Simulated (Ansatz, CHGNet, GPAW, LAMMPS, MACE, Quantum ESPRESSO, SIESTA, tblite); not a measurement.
**Quantum ESPRESSO on glassy 68SiO2-14MgO-11ZnO-7BaO (mol %) (75 atoms): settings against a plane-wave reference**

How near does Quantum ESPRESSO come to plane waves for glassy 68SiO2-14MgO-11ZnO-7BaO (mol %) (75 atoms)?

Main program and level: Quantum ESPRESSO 7.5; the method is named at each step.

### 1. Starting point

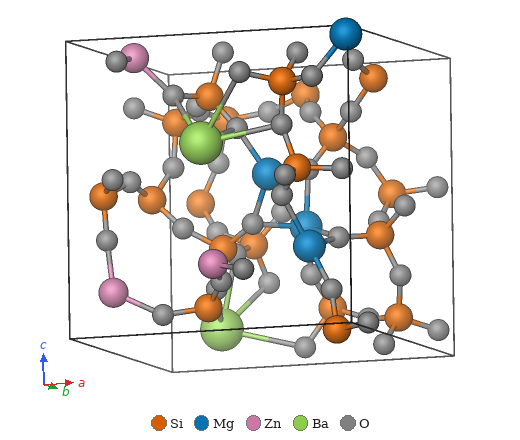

The cell as given, slightly off an axis (silicon orange, magnesium blue, zinc pink, barium green, oxygen grey).

The cell holds 75 atoms: 19 Si, 4 Mg, 3 Zn, 2 Ba and 47 O. Its edges and angles: a = 10.675 Å, b = 10.675 Å, c = 10.675 Å, α = 90.0°, β = 90.0°, γ = 90.0°. 75 atoms (19 Si, 4 Mg, 3 Zn, 2 Ba, 47 O) placed at random at 2.53 g/cm³, melted at 4000 K for 10 ps at fixed volume with the Morse and Coulomb pair potential with partial charges (Pedone, Malavasi, Menziani, Cormack and Segre, J. Phys. Chem. B 110, 11780 (2006)). Quenched from 4000 K to 300 K at 25 K/ps and fixed volume, held 5 ps, then minimised at fixed cell.

The yardstick, on the same geometry:

| Property | Result |
| --- | --- |
| method | Kohn-Sham DFT, PBE, PAW, plane waves (Ansatz 0.2.0); cutoff 420 eV, Γ point, fermi-dirac smearing of 0.05 eV; PAW set soft_2 |
| r.m.s. force component | 0.8257 eV/Å |
| longest force | 2.837 eV/Å |
| pressure | 0.3664 GPa |
| gap (highest filled to lowest empty level) | 2.296 eV |
| SCF cycles | 10 |
| time | 18 s on 4 threads of Arm Neoverse V1, shared host |
| CPU time | 62 s |

### 2. PBE, sssp-1.3.0-efficiency, 60/480 Ry

Method: Kohn-Sham DFT, PBE, SSSP efficiency 1.3.0 pseudopotentials, plane waves.

The input, pw.in:

```
&control
  calculation = 'scf'
  pseudo_dir = './pseudo'
  outdir = './tmp'
  disk_io = 'none'
  tprnfor = .true.
  tstress = .true.
/
&system
  ibrav = 0
  nat = 75
  ntyp = 5
  ecutwfc = 60
  ecutrho = 480
  nosym = .true.
  occupations = 'smearing'
  smearing = 'fd'
  degauss = 0.003675
/
&electrons
  conv_thr = 3.8e-07
  electron_maxstep = 100
  mixing_beta = 0.4
  mixing_mode = 'plain'
  diagonalization = 'david'
/
ATOMIC_SPECIES
Si 28.085 Si.upf
Mg 24.305 Mg.upf
Zn 65.380 Zn.upf
Ba 137.327 Ba.upf
O 15.999 O.upf
CELL_PARAMETERS angstrom
10.67530 0.00000 0.00000
0.00000 10.67530 0.00000
0.00000 0.00000 10.67530
ATOMIC_POSITIONS crystal
Si 0.33380 0.89179 0.39710
Si 0.35101 0.39243 0.12862
Si 0.83909 0.30050 0.01938
Si 0.88301 0.56968 0.89116
Si 0.74645 0.18569 0.55531
Si 0.22956 0.92574 0.82540
Si 0.11094 0.99150 0.55964
Si 0.82333 0.90298 0.54356
Si 0.33523 0.58770 0.34966
Si 0.88730 0.77246 0.11012
Si 0.68416 0.71366 0.71993
Si 0.61440 0.88078 0.16931
Si 0.72800 0.10570 0.83823
Si 0.02846 0.27055 0.50718
Si 0.35660 0.41430 0.84085
Si 0.15822 0.63540 0.78830
Si 0.86569 0.66068 0.37554
Si 0.10064 0.54604 0.52237
Si 0.52462 0.89052 0.89226
Mg 0.71570 0.38200 0.31523
Mg 0.54022 0.47396 0.57765
Mg 0.59828 0.67722 0.41950
Mg 0.98489 0.02384 0.97254
Zn 0.05051 0.29448 0.18558
Zn 0.46740 0.12264 0.23979
Zn 0.16359 0.21393 0.95859
Ba 0.24800 0.80616 0.10876
Ba 0.42422 0.13939 0.65068
O 0.99278 0.86864 0.07259
O 0.32274 0.74220 0.35082
O 0.03230 0.28831 0.36102
O 0.27486 0.28708 0.83467
O 0.69973 0.17017 0.70143
O 0.43280 0.29571 0.20317
O 0.88622 0.24173 0.55182
O 0.85811 0.03658 0.84046
O 0.97093 0.93717 0.56149
O 0.65859 0.27762 0.47841
O 0.10731 0.14414 0.54414
O 0.45449 0.40940 0.72912
O 0.97903 0.22168 0.02614
O 0.52129 0.86306 0.04017
O 0.78254 0.62092 0.79046
O 0.21245 0.32951 0.10594
O 0.07620 0.40242 0.56772
O 0.61042 0.02249 0.20412
O 0.61052 0.01253 0.86450
O 0.21032 0.54225 0.42017
O 0.14621 0.63261 0.63823
O 0.02541 0.58867 0.83983
O 0.42605 0.91901 0.50617
O 0.97518 0.60306 0.46222
O 0.26601 0.53881 0.82760
O 0.45619 0.54601 0.42268
O 0.18549 0.96624 0.68979
O 0.75343 0.56329 0.36319
[... 15 atom lines left out ...]
O 0.74342 0.21264 0.94517
O 0.40398 0.42097 0.98766
O 0.86314 0.42764 0.93787
O 0.35361 0.98165 0.27877
K_POINTS gamma
```

Run with:

```bash
$ OMP_NUM_THREADS=1 mpirun -np 4 pw.x -in pw.in > output.txt
```

Log:

```text
Program PWSCF
     gamma-point specific algorithms are used
     one sub-group per band group will be used
     scalapack distributed-memory algorithm (size of sub-group:  2*  2 procs)
     Parallelization info
     sticks:   dense  smooth     PW     G-vecs:    dense   smooth      PW
     Min        3890    1945    483               364478   128951   16091
     Max        3894    1948    486               364479   128954   16094
     Sum       15565    7785   1941              1457913   515811   64373
     bravais-lattice index     =            0
     lattice parameter (alat)  =      20.1734  a.u.
     unit-cell volume          =    8209.8811 (a.u.)^3
     number of atoms/cell      =           75
     number of atomic types    =            5
     number of electrons       =       446.00
     number of Kohn-Sham states=          268
     kinetic-energy cutoff     =      60.0000  Ry
     charge density cutoff     =     480.0000  Ry
     scf convergence threshold =      3.8E-07
     mixing beta               =       0.4000
     number of iterations used =            8  plain     mixing
     Exchange-correlation= SLA  PW   PBX  PBC
                           (   1   4   3   4   0   0   0)
     crystal axes: (cart. coord. in units of alat)
               a(1) = (   1.000000   0.000000   0.000000 )
               a(2) = (   0.000000   1.000000   0.000000 )
               a(3) = (   0.000000   0.000000   1.000000 )
     reciprocal axes: (cart. coord. in units 2 pi/alat)
               b(1) = (  1.000000  0.000000  0.000000 )
               b(2) = (  0.000000  1.000000  0.000000 )
               b(3) = (  0.000000  0.000000  1.000000 )
     PseudoPot. # 1 for Si:
     Pseudo is Ultrasoft + core correction, Zval =  4.0
     PseudoPot. # 2 for Mg:
     Pseudo is Projector augmented-wave + core cor, Zval =  2.0
     PseudoPot. # 3 for Zn:
     Pseudo is Ultrasoft, Zval = 20.0
     PseudoPot. # 4 for Ba:
     Pseudo is Projector augmented-wave + core cor, Zval = 10.0
     PseudoPot. # 5 for O :
     Pseudo is Projector augmented-wave + core cor, Zval =  6.0
     atomic species   valence    mass     pseudopotential
     Si                4.00    28.08500     Si( 1.00)
     Mg                2.00    24.30500     Mg( 1.00)
     Zn               20.00    65.38000     Zn( 1.00)
     Ba               10.00   137.32700     Ba( 1.00)
     O                 6.00    15.99900     O ( 1.00)
     No symmetry found
   Cartesian axes
     number of k points=     1  Fermi-Dirac smearing, width (Ry)=  0.0037
                       cart. coord. in units 2pi/alat
        k(    1) = (   0.0000000   0.0000000   0.0000000), wk =   2.0000000
     Dense  grid:   728957 G-vectors     FFT dimensions: ( 144, 144, 144)
     Smooth grid:   257906 G-vectors     FFT dimensions: ( 100, 100, 100)
     Initial potential from superposition of free atoms
     starting charge     445.9512, renormalised to     446.0000
     Starting wfcs are  329 randomized atomic wfcs
     Self-consistent Calculation
     iteration #  1     ecut=    60.00 Ry     beta= 0.40
     negative rho (up, down):  4.437E-02 0.000E+00
     total energy              =   -4569.16043224 Ry
     estimated scf accuracy    <      21.50002382 Ry
     iteration #  2     ecut=    60.00 Ry     beta= 0.40
     negative rho (up, down):  1.509E-01 0.000E+00
     total energy              =   -4574.07906398 Ry
     estimated scf accuracy    <       1.01522783 Ry
     iteration #  3     ecut=    60.00 Ry     beta= 0.40
     negative rho (up, down):  1.848E-01 0.000E+00
     total energy              =   -4574.13366901 Ry
     estimated scf accuracy    <       0.33497690 Ry
     iteration #  4     ecut=    60.00 Ry     beta= 0.40
     negative rho (up, down):  1.309E-01 0.000E+00
     total energy              =   -4574.16353311 Ry
     estimated scf accuracy    <       0.09069049 Ry
     iteration #  5     ecut=    60.00 Ry     beta= 0.40
     negative rho (up, down):  6.308E-02 0.000E+00
     total energy              =   -4574.16809955 Ry
     estimated scf accuracy    <       0.05736088 Ry
     iteration #  6     ecut=    60.00 Ry     beta= 0.40
     negative rho (up, down):  1.130E-03 0.000E+00
     total energy              =   -4574.17074005 Ry
     estimated scf accuracy    <       0.02224158 Ry
[...]
negative rho (up, down):  6.667E-08 0.000E+00
[...]
total energy              =   -4574.17201040 Ry
[...]
iteration # 13     ecut=    60.00 Ry     beta= 0.40
     total energy              =   -4574.17201169 Ry
     estimated scf accuracy    <       0.00000212 Ry
     iteration # 14     ecut=    60.00 Ry     beta= 0.40
     total energy              =   -4574.17201207 Ry
     estimated scf accuracy    <       0.00000052 Ry
     iteration # 15     ecut=    60.00 Ry     beta= 0.40
     End of self-consistent calculation
          k = 0.0000 0.0000 0.0000 ( 32187 PWs)   bands (ev):
  -121.9026-121.7026-121.0907 -76.1753 -76.0632 -76.0436 -76.0377 -75.8337
   -75.8074 -75.4387 -75.2132 -75.1763 -24.5316 -24.4127 -18.2756 -17.6847
   -17.5967 -17.5391 -17.3753 -17.2044 -17.1567 -17.0132 -16.9399 -16.8616
   -16.7369 -16.6680 -16.6295 -16.6187 -16.3747 -16.2943 -16.2769 -16.1639
   -16.1372 -16.0930 -16.0294 -15.9833 -15.9414 -15.8894 -15.8494 -15.7974
   -15.7524 -15.6670 -15.6366 -15.5506 -15.5076 -15.4629 -15.2515 -15.1837
   -15.1593 -15.0560 -14.9422 -14.6868 -14.6573 -14.5714 -14.4474 -14.4265
[...]
8.4272   8.5471   8.8342   8.8874   9.1153   9.1749   9.2013   9.3699
     9.4664   9.6686   9.7451   9.8134   9.8603   9.9251  10.0481  10.0712
    10.2044  10.2441  10.3067  10.3617  10.4324  10.4455  10.5432  10.6286
    10.6628  10.6970  10.7454  10.8119
     the Fermi energy is     4.2606 ev
!    total energy              =   -4574.17201208 Ry
     estimated scf accuracy    <       0.00000035 Ry
     smearing contrib. (-TS)   =      -0.00000000 Ry
     internal energy E=F+TS    =   -4574.17201208 Ry
     The total energy is F=E-TS. E is the sum of the following terms:
     one-electron contribution =   -3026.26014756 Ry
     hartree contribution      =    1713.90516342 Ry
     xc contribution           =    -649.04730395 Ry
     ewald contribution        =   -1291.34813657 Ry
     one-center paw contrib.   =   -1321.42158741 Ry
     convergence has been achieved in  15 iterations
     Forces acting on atoms (cartesian axes, Ry/au):
     atom    1 type  1   force =    -0.00000277    0.02327050    0.03725598
     atom    2 type  1   force =    -0.02972089    0.00260163   -0.02492893
     atom    3 type  1   force =     0.02445257    0.00871952   -0.02366008
     atom    4 type  1   force =     0.01235290    0.03373384    0.02437825
     atom    5 type  1   force =     0.07111233   -0.06135305    0.03423893
     atom    6 type  1   force =     0.00031575   -0.04213513   -0.01534441
[...]
atom   73 type  5   force =     0.03450821    0.02771054    0.00819885
     atom   74 type  5   force =     0.00114452   -0.00149041   -0.02748833
     atom   75 type  5   force =    -0.02784591    0.01253218   -0.07925085
     Total force =     0.494957     Total SCF correction =     0.000445
     Computing stress (Cartesian axis) and pressure
          total   stress  (Ry/bohr**3)                   (kbar)     P=        5.22
   0.00010403   0.00005693   0.00000969           15.30        8.38        1.43
   0.00005693  -0.00014789  -0.00003916            8.38      -21.76       -5.76
   0.00000969  -0.00003916   0.00015024            1.43       -5.76       22.10
     Message from routine punch:
     Nothing written, as per user request (disk_io='none')
```

Elapsed: 3.7 min, on 4 MPI ranks of Arm Neoverse V1, shared host; peak memory 3.8 GiB; 15 min of CPU time.

Banners, paths, timers and routine set-up lines are dropped from the logs unmarked, and long logs keep their key lines alone; longer cuts are marked.

Numbers from this run, and their distance from the reference:

```
r.m.s. force component                           : 0.8484 eV/Å
r.m.s. difference of force components            : 32.74 meV/Å
longest difference of force vectors              : 142.8 meV/Å
force difference over r.m.s. force               : 3.965 %
slope of forces against the reference's          : 1.027
correlation of force components                  : 0.9996
gap (highest filled to lowest empty level) : 2.283 eV
gap difference                                   : -0.0129 eV
pressure                                         : 0.5213 GPa
pressure difference                              : 0.1549 GPa
```

Length of the force difference by element (eV/Å):

```csv
element,atoms,mean,most
Ba,2,0.023,0.029
Mg,4,0.032,0.041
O,47,0.051,0.14
Si,19,0.038,0.070
Zn,3,0.012,0.017
```

Levels nearest the highest filled one (eV from it): -1.37, -1.32, -1.26, -1.23, -1.09, -1.06, -0.80, -0.67, -0.59, -0.42, -0.28, 0.00, 2.28, 3.07, 3.71, 3.84, 4.03, 4.19, 4.20, 4.32, 4.35, 4.50, 4.62, 4.80.

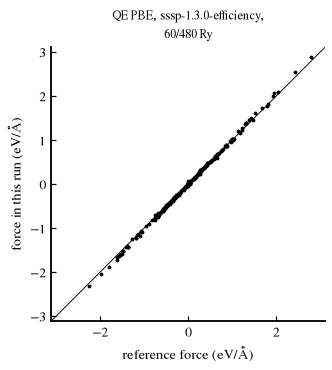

Force components against those of the reference; the line marks equality.

Local excerpt of 9 atoms (numbers count through the whole input) about Ba28, one of the 2 Ba atoms; x, y, z are measured from there.

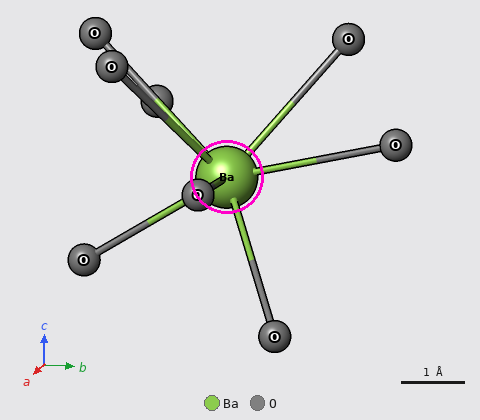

The atoms of the table, within 3.4 Å (arrows a, b, c point along x, y, z); some may hide others; the central atom is ringed.

```csv
atom,x,y,z,distance (Å),Fx,Fy,Fz (eV/Å)
Ba28,0.00,0.00,0.00,0.00,-0.06,-0.48,0.02
O51,0.02,-2.35,-1.54,2.81,1.50,0.68,2.00
O32,-1.59,1.58,1.96,2.98,-0.69,-1.66,-0.49
O33,2.94,0.33,0.54,3.01,-1.41,0.86,-0.20
O40,0.32,2.88,0.84,3.02,1.36,-0.23,-1.59
O65,-0.46,-2.30,2.08,3.13,-0.05,0.40,-0.35
O55,-2.55,-1.85,0.42,3.18,0.52,0.52,-0.24
O47,1.99,-1.35,2.28,3.32,-1.14,0.75,-0.34
O38,2.50,1.48,-1.84,3.44,-1.64,1.62,-1.18
```

Forces lie 4.0 % from the reference's, at 14 times its CPU time.

### 3. Results

```json
{
 "force difference from the reference": "QE PBE, sssp-1.3.0-efficiency, 60/480 Ry, 4.0 %",
 "its CPU time": "15 min"
}
```

**Reading.** PBE on plane waves or a grid with other potentials, cutoffs or grids differs from the reference by 4.0 % (QE PBE, sssp-1.3.0-efficiency, 60/480 Ry) of the r.m.s. force; this holds the reference's own error, so differences of a few per cent don't tell which side is nearer the exact PBE result (QE's 60 Ry are 816 eV, against the reference's 420 eV). PBE gaps agree with the reference's 2.30 eV within 0.013 eV. The potentials hold different valence shells: 454 electrons in the reference, 446 in Quantum ESPRESSO with SSSP; this bears on time and differences. The quench rate of 25 K/ps is many orders above laboratory rates, so the cell is likely richer in defects and strain than a real sample. The network of bonds at the start is that of the classical potential that made the cell, and needn't be the one that DFT or experiment would give. The reference's stress is far from hydrostatic: its diagonal is 1.4, -2.3, 2.0 GPa, compression counted positive. The electronic-structure runs sample only Γ, in a cell whose shortest periodic width is 11 Å. Spin–orbit coupling is left out, which matters for the levels of the heavy elements.

[Also dropped from logs without a mark: logging warnings of Python, and SIESTA's first energy breakdown and zero terms.]

[Logs are printed without paths, hosts, clocks, repeated set-up lines and the standing remarks that a program may print on its own settings, such as how far it seeks lower states.]

[Hosts, paths, dates, database ids (printed as entryN), source tags and the programs' standing remarks are cut or masked in the printed files.]
